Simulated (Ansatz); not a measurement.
# MoS: single-point calculation (part 3 of 3)

The same run, continued: MoS (P6₃/mmc, 4 atoms in the cell); DFT PBEsol+U, scalar-relativistic, plane waves, PAW, Ueff = 4 eV on Mo d (Ansatz 0.2.0); cutoff 420 eV, 18×18×8 k-mesh, Gaussian smearing of 0.05 eV, collinear spins. The structure was built on a prototype by a generator; it need not be a known phase. The run did not end well. It belongs to a series of runs on one base structure; here: large parallel starting moments.

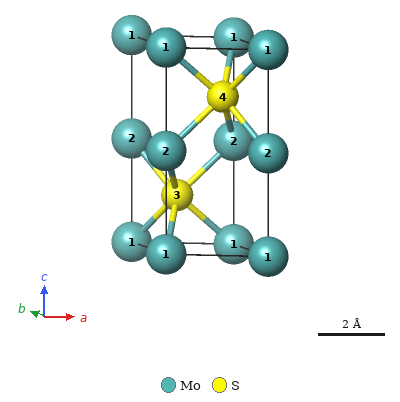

*The structure as given in the input (ball-and-stick view of the cell of the calculation, seen slightly off an axis; atoms are numbered from 1 in the order of the input). An atom can appear more than once, as a periodic image.*

## Log, continued
```
SCF iter  53: F=—  HF=-11557.320831 eV  |F-HF|=—  |Δ(HF+E_count)|=   9.93e-4  Δρ=8.50e-3 (↑8.50e-3 ↓8.11e-3)  dr2=9.80e-3  dr2_m=3.24e-2  M=0.537 μB ∫|m|=0.574 μB  β_m=0.25  ethr=3.15e-5  ⟨swp⟩=1.0  Hψ=13371  notcnv=0  defer=936
SCF iter  54: F=—  HF=-11557.300386 eV  |F-HF|=—  |Δ(HF+E_count)|=   2.04e-2  Δρ=3.30e-3 (↑3.20e-3 ↓3.30e-3)  dr2=1.51e-3  dr2_m=5.00e-3  M=0.369 μB ∫|m|=0.385 μB  β_m=0.48  ethr=2.45e-5  ⟨swp⟩=2.5  Hψ=18378  notcnv=0  defer=961
SCF iter  55: F=—  HF=-11557.298603 eV  |F-HF|=—  |Δ(HF+E_count)|=   1.78e-3  Δρ=1.65e-3 (↑1.60e-3 ↓1.65e-3)  dr2=1.04e-4  dr2_m=1.35e-3  M=0.227 μB ∫|m|=0.237 μB  β_m=0.74  ethr=3.77e-6  ⟨swp⟩=2.0  Hψ=18791  notcnv=0  defer=966
SCF iter  56: F=—  HF=-11557.298082 eV  |F-HF|=—  |Δ(HF+E_count)|=   5.21e-4  Δρ=5.12e-4 (↑4.51e-4 ↓5.12e-4)  dr2=9.39e-5  dr2_m=9.43e-5  M=0.063 μB ∫|m|=0.064 μB  β_m=0.81  ethr=2.60e-7  ⟨swp⟩=3.6  Hψ=25470  notcnv=0  defer=961
SCF iter  57: F=—  HF=-11557.298013 eV  |F-HF|=—  |Δ(HF+E_count)|=   6.85e-5  Δρ=1.43e-4 (↑1.43e-4 ↓1.18e-4)  dr2=4.91e-6  dr2_m=7.85e-6  M=0.107 μB ∫|m|=0.109 μB  β_m=0.90  ethr=2.35e-7  ⟨swp⟩=2.0  Hψ=18703  notcnv=0  defer=960
SCF iter  58: F=—  HF=-11557.298016 eV  |F-HF|=—  |Δ(HF+E_count)|=   2.62e-6  Δρ=1.22e-4 (↑1.19e-4 ↓1.22e-4)  dr2=3.68e-7  dr2_m=7.42e-6  M=0.106 μB ∫|m|=0.107 μB  β_m=0.95  ethr=1.23e-8  ⟨swp⟩=2.0  Hψ=16398  notcnv=0  defer=960
SCF iter  59: F=—  HF=-11557.298015 eV  |F-HF|=—  |Δ(HF+E_count)|=   8.63e-7  Δρ=5.52e-5 (↑4.77e-5 ↓5.52e-5)  dr2=1.85e-7  dr2_m=1.30e-6  M=0.097 μB ∫|m|=0.098 μB  β_m=0.98  ethr=9.21e-10  ⟨swp⟩=3.1  Hψ=21812  notcnv=0  defer=961
SCF iter  60: F=—  HF=-11557.298016 eV  |F-HF|=—  |Δ(HF+E_count)|=   6.47e-7  Δρ=3.00e-5 (↑2.42e-5 ↓3.00e-5)  dr2=1.21e-7  dr2_m=3.44e-7  M=0.092 μB ∫|m|=0.094 μB  β_m=0.99  ethr=4.62e-10  ⟨swp⟩=2.8  Hψ=18852  notcnv=0  defer=961
SCF iter  61: F=—  HF=-11557.298016 eV  |F-HF|=—  |Δ(HF+E_count)|=   1.89e-7  Δρ=9.36e-6 (↑8.60e-6 ↓9.36e-6)  dr2=1.05e-8  dr2_m=3.83e-8  M=0.089 μB ∫|m|=0.091 μB  β_m=0.99  ethr=3.01e-10  ⟨swp⟩=2.5  Hψ=18793  notcnv=0  defer=961
iter 62 did not close the SCF: its close was put off for a magnetic moment that had not settled (scf_convergence_deferred on its scf_iter line)
SCF iter  62: F=-11557.298016 eV  HF=-11557.298016 eV  |F-HF|=7.19e-10  |Δ(HF+E_count)|=   2.66e-9  Δρ=2.07e-6 (↑2.07e-6 ↓2.01e-6)  dr2=5.69e-9  dr2_m=1.07e-9  M=0.088 μB ∫|m|=0.090 μB  β_m=1.00  ethr=2.63e-11  ⟨swp⟩=7.6  Hψ=45928  notcnv=0
SCF iter  63: F=-11557.298016 eV  HF=-11557.298016 eV  |F-HF|=8.04e-10  |Δ(HF+E_count)|=   2.31e-8  Δρ=6.49e-7 (↑6.49e-7 ↓5.90e-7)  dr2=1.18e-9  dr2_m=1.25e-11  M=0.087 μB ∫|m|=0.089 μB  ethr=1.42e-11  ⟨swp⟩=1.7  Hψ=32078  notcnv=0
SCF 1 converged in 63 iterations: F = -11557.298016 eV  dr2 = 1.18e-9
  greatest PAW one-centre occupation: 0.999 electrons in one spin orbital (limit 2), on the Mo atom at site 0 (counted from 0), in its partial waves of l = 0
Initial density: read from a saved state, or passed on in memory by an earlier SCF of this step, an earlier step, the calling program or the single point that the run made first
Starting moments: Σ|m| = 7 μB on 2 of 4 sites; this step starts from the density that it was given
Initial wavefunctions: those read from a saved state, or passed on in memory by an earlier step or the calling program
iter 1 solved again at ethr=2.95e-12 eV; its pass at ethr=2.50e-6 eV (dr2=1.18e-9 eV) is discarded
SCF iter   1: F=—  HF=-11557.298016 eV  |F-HF|=—  |Δ(HF+E_count)|=         —  Δρ=6.49e-7 (↑6.49e-7 ↓5.90e-7)  dr2=1.18e-9  dr2_m=1.26e-11  M=0.087 μB ∫|m|=0.089 μB  ethr=2.95e-12  ⟨swp⟩=1.0  Hψ=52958  notcnv=0
preconditioner: auto → Kerker (q_TF=auto, 2.576 Å⁻¹)  [metal: Δε(μ)=0.004 eV  Ē_g=9.824 eV  σ=0.050 eV  W_gap=0.05  n_scr=22 (ndim 8)  ℏωp=24.2 eV  f_vac=0.000  D(μ)=2.79/eV (n_scr^D=24)]
spin=Collinear: Kerker preconditioning applied to the charge; magnetization (m = ρ↑ − ρ↓) channel mixes plain (no charge-response kernel on spin).
SCF iter   2: F=—  HF=-11557.298015 eV  |F-HF|=—  |Δ(HF+E_count)|=   3.77e-7  Δρ=7.73e-6 (↑5.52e-6 ↓7.73e-6)  dr2=9.28e-9  dr2_m=2.16e-8  M=0.085 μB ∫|m|=0.087 μB  ethr=2.50e-10  ⟨swp⟩=2.0  Hψ=41938  notcnv=0
SCF iter   3: F=—  HF=-11557.298016 eV  |F-HF|=—  |Δ(HF+E_count)|=   3.74e-7  Δρ=8.64e-7 (↑8.64e-7 ↓6.79e-7)  dr2=9.77e-10  dr2_m=1.61e-10  M=0.088 μB ∫|m|=0.089 μB  ethr=2.45e-10  ⟨swp⟩=1.0  Hψ=22974  notcnv=0
SCF iter   4: F=-11557.298016 eV  HF=-11557.298016 eV  |F-HF|=0.00e0  |Δ(HF+E_count)|=   2.44e-9  Δρ=5.65e-8 (↑5.65e-8 ↓5.57e-8)  dr2=3.89e-12  dr2_m=6.55e-13  M=0.088 μB ∫|m|=0.089 μB  ethr=4.79e-12  ⟨swp⟩=1.0  Hψ=22940  notcnv=0
an SCF along what the orbitals of the run's state read of its open shells (or to have them read: on a GPU, or by another smearing), with the run's symmetry operations kept, reached no lower state that the run goes on to. This is no proof of a minimum
Symmetry: 12 space group operations
k-points: 266 of 2592
iter 1 solved again at ethr=2.95e-12 eV; its pass at ethr=2.50e-6 eV (dr2=1.18e-9 eV) is discarded
SCF iter   1: F=—  HF=-11557.298016 eV  |F-HF|=—  |Δ(HF+E_count)|=         —  Δρ=6.49e-7 (↑6.49e-7 ↓5.90e-7)  dr2=1.18e-9  dr2_m=1.26e-11  M=0.087 μB ∫|m|=0.089 μB  ethr=2.95e-12  ⟨swp⟩=1.0  Hψ=76148  notcnv=0
spin=Collinear: Kerker preconditioning applied to the charge; magnetization (m = ρ↑ − ρ↓) channel mixes plain (no charge-response kernel on spin).
SCF iter   2: F=-11557.298016 eV  HF=-11557.298016 eV  |F-HF|=5.68e-9  |Δ(HF+E_count)|=   1.49e-9  Δρ=1.29e-6 (↑1.29e-6 ↓1.29e-6)  dr2=6.45e-9  dr2_m=2.16e-12  M=0.087 μB ∫|m|=0.089 μB  ethr=2.95e-12  ⟨swp⟩=1.0  Hψ=60665  notcnv=0
SCF 2 converged in 2 iterations: F = -11557.298016 eV  dr2 = 6.45e-9
Symmetry: 8 space group operations
k-points: 455 of 2592
iter 1 solved again at ethr=2.95e-12 eV; its pass at ethr=2.50e-6 eV (dr2=1.18e-9 eV) is discarded
SCF iter   1: F=—  HF=-11557.298016 eV  |F-HF|=—  |Δ(HF+E_count)|=         —  Δρ=6.49e-7 (↑6.49e-7 ↓5.90e-7)  dr2=1.18e-9  dr2_m=1.26e-11  M=0.087 μB ∫|m|=0.089 μB  ethr=2.95e-12  ⟨swp⟩=1.0  Hψ=130331  notcnv=0
spin=Collinear: Kerker preconditioning applied to the charge; magnetization (m = ρ↑ − ρ↓) channel mixes plain (no charge-response kernel on spin).
SCF iter   2: F=-11557.298016 eV  HF=-11557.298016 eV  |F-HF|=5.68e-9  |Δ(HF+E_count)|=   1.49e-9  Δρ=1.29e-6 (↑1.29e-6 ↓1.29e-6)  dr2=6.45e-9  dr2_m=2.16e-12  M=0.087 μB ∫|m|=0.089 μB  ethr=2.95e-12  ⟨swp⟩=1.0  Hψ=103684  notcnv=0
SCF 3 converged in 2 iterations: F = -11557.298016 eV  dr2 = 6.45e-9
  greatest PAW one-centre occupation: 0.999 electrons in one spin orbital (limit 2), on the Mo atom at site 1 (counted from 0), in its partial waves of l = 0
iter 1 solved again at ethr=5.16e-12 eV; its pass at ethr=2.50e-6 eV (dr2=2.07e-9 eV) is discarded
SCF iter   1: F=—  HF=-11557.298016 eV  |F-HF|=—  |Δ(HF+E_count)|=         —  Δρ=6.49e-7 (↑6.49e-7 ↓5.90e-7)  dr2=1.18e-9  dr2_m=1.26e-11  M=0.087 μB ∫|m|=0.089 μB  ethr=5.16e-12  ⟨swp⟩=1.0  Hψ=121757  notcnv=0
spin=Collinear: Kerker preconditioning applied to the charge; magnetization (m = ρ↑ − ρ↓) channel mixes plain (no charge-response kernel on spin).
SCF iter   2: F=—  HF=-11556.998783 eV  |F-HF|=—  |Δ(HF+E_count)|=   2.99e-1  Δρ=1.57e-2 (↑1.57e-2 ↓6.54e-3)  dr2=1.66e-1  dr2_m=4.17e-2  M=3.807 μB ∫|m|=3.854 μB  ethr=2.50e-6  ⟨swp⟩=1.0  Hψ=61817  notcnv=0
```

This output came from the following input.

## Input file
```yaml
crystal:
  lattice:
    - [3.190387841, 0.0, 0.0]
    - [-1.5951939205, 2.7629569182, 0.0]
    - [0.0, 0.0, 6.4037196669]
  atoms:
    - { symbol: Mo, position: [0.0, 0.0, 0.0], spin: 3.5 }
    - { symbol: Mo, position: [0.0, 0.0, 0.5], spin: 3.5 }
    - { symbol: S, position: [0.3333333333, 0.6666666667, 0.25] }
    - { symbol: S, position: [0.6666666667, 0.3333333333, 0.75] }
basis:
  ecutwfc: 420
kpoints:
  mp_grid: { grid: [18, 18, 8] }
hamiltonian:
  xc: pbesol
  hubbard: { sites: [{ species: Mo, l: d, u_eff: 4.0 }] }
scf:
  occupations: { method: gaussian, width: 0.05 }
output:
  forces: true
  stress: true
  eigenvalues: true
  populations: true
magnetization:
  spin_polarized: true
```

Command:
```bash
ansatz run input.yaml --threads 1 --pin off --max-ram 2560MiB --backend cpu --events-out ev --progress --plain --runs-dir out
```

## Outcome

- outcome: stopped at the time limit
- space group (tolerance 0.01 Å): P6₃/mmc (194)
- hardware: 1 thread of Intel Xeon @ 2.50GHz (Skylake/Cascade Lake), 189 GiB of memory available, shared host
- wall time: 19 min
- peak memory: 1.9 GiB

The run was cut off by its time limit, so the output is incomplete. The electronic state found may not be the lowest one. Notes on the run: the search outside the symmetry group is no proof of a minimum.
